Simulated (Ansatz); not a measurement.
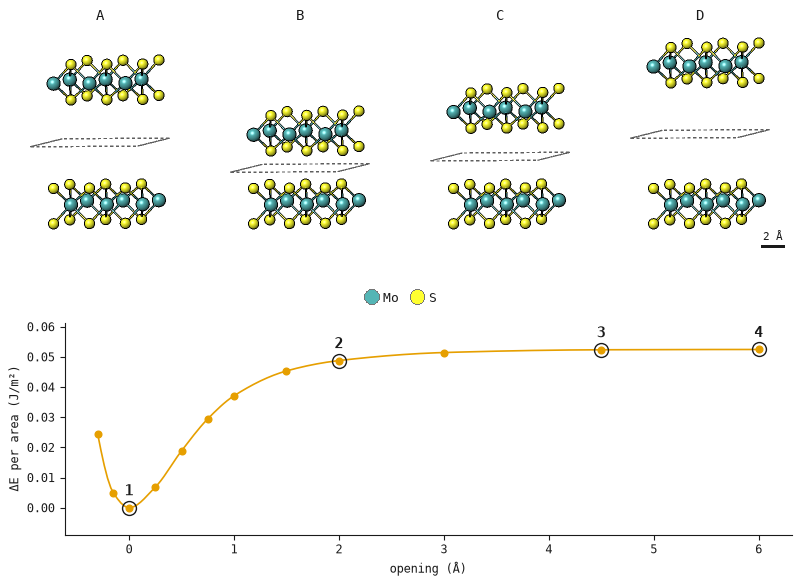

A crystal of MoS₂ (P6_3/mmc): the crystal is pulled apart rigidly along the normal of the (0 0 1) plane of the conventional cell, at a cut between a plane of S below and one of S above, 3.17 Å apart. One cut stands in each cell, which starts 12.6 Å high; nothing is relaxed, and the dashed outline marks the cut. The frames are shuffled; the numbered points of the plot belong to them. Style: ball-and-stick. Shown: the layers on both sides of the cut, from the side, nearly along the cut plane.

The calculation used DFT PBEsol, scalar-relativistic, plane waves, PAW (Ansatz). (plane-wave cutoff 420 eV; k-point mesh 10 × 10 × 2; occupations gaussian; smearing width 0.05 eV; no spin polarisation). Energies (free energies at the smearing named) are counted from the relaxed crystal.

### Match the frames to the points.

Point 1 is frame B (the opening 0.00 Å, 0.000 J/m²); 2 is frame C (the opening 2.00 Å, 0.049 J/m²); 3 is frame A (the opening 4.50 Å, 0.052 J/m²); 4 is frame D (the opening 6.00 Å, 0.052 J/m²). At the widest opening, 6.00 Å, the energy has risen by 0.052 J/m², where the curve has levelled off: this is the ideal work of separation, the sum of the two unrelaxed surface energies of a slab 12.6 Å thick. The steepest rise lies between 0.25 Å and 0.50 Å, with a mean traction of about 0.48 GPa. Pressing the cut together by 0.30 Å costs 0.025 J/m².
